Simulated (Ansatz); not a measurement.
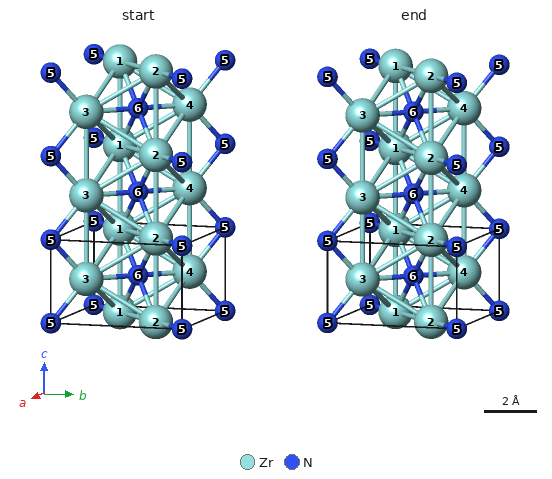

The structure of a crystal of Zr$_{2}$N (set up in P4_2/mnm) (coarse preliminary run) before (left) and after (right) a relaxation, at one scale.

A ball-and-stick model of the cell of the calculation, repeated 1 × 1 × 3 with one cell outlined, seen slightly off an axis.

Theory: DFT LDA, scalar-relativistic, plane waves, PAW (Ansatz). (plane-wave cutoff 420 eV; k-point mesh 4 × 4 × 6; occupations gaussian; smearing width 0.1 eV; no spin polarisation; cell and atoms relaxed; force threshold 0.05 eV/Å; at most 80 steps)

Summarise the run.

Answer. The energy falls by 20.9 meV per atom in 2 accepted moves (4 points after the start). Largest force component: 0.03 eV/Å at the start, 0.0027 eV/Å at the end. Pressure: −8.58 GPa at the start and −0.10 GPa at the end. The line search rejected the trial step at point 1 of the run. At 1 point the geometry stayed and the basis and grid were re-selected for the new cell (energy shift of 0.9 meV per atom at most each time). No atom moves by more than 0.005 Å relative to the cell. Cell: a = b 5.413 → 5.336 Å (−1.4 %), c 3.308 → 3.248 Å (−1.8 %). Volume −4.6 %. Among the contacts that change: Zr1–Zr1 3.308 → 3.248 Å, Zr1–Zr3 3.211 → 3.161 Å, Zr1–Zr2 3.121 → 3.085 Å, Zr1–N5 2.267 → 2.231 Å. The space group stays P4_2/mnm (No. 136).
